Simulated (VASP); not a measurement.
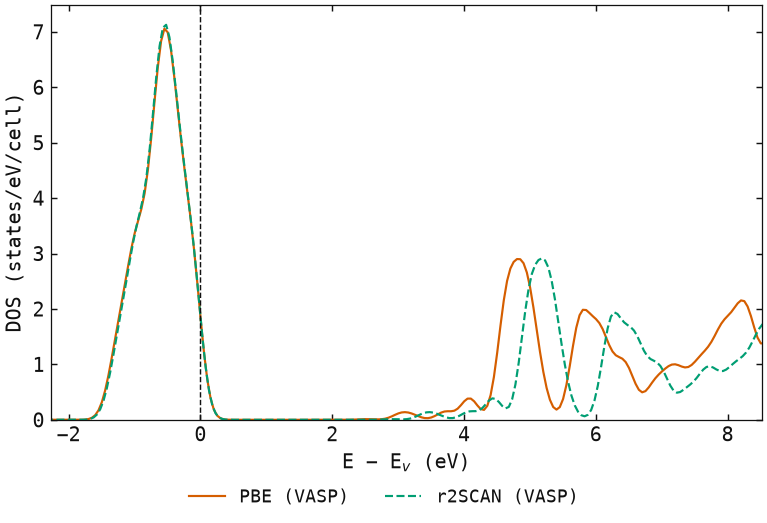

Total densities of states of SrO, space group Imm2 (No. 44), 2 atoms in the cell, zincblende type, shear (xy) strain +2.5%, by two methods on the same cell. The curves are built from the levels of the k mesh with Gaussians 0.3 eV wide, which also blur the band edges. Each is counted from its own valence-band top.

> How do the methods compare?

PBE (VASP) gives a gap of 2.52 eV and r2SCAN (VASP) gives a gap of 2.90 eV.

Settings. PBE (VASP): DFT, PBE, plane waves, PAW, 8×8×8 k mesh, 520 eV cutoff, Fermi-Dirac smearing of 0.02 eV (VASP 6.6.1). r2SCAN (VASP): DFT, r2SCAN, plane waves, PAW, 8×8×8 k mesh, 520 eV cutoff, Gaussian smearing of 0.01 eV (VASP).
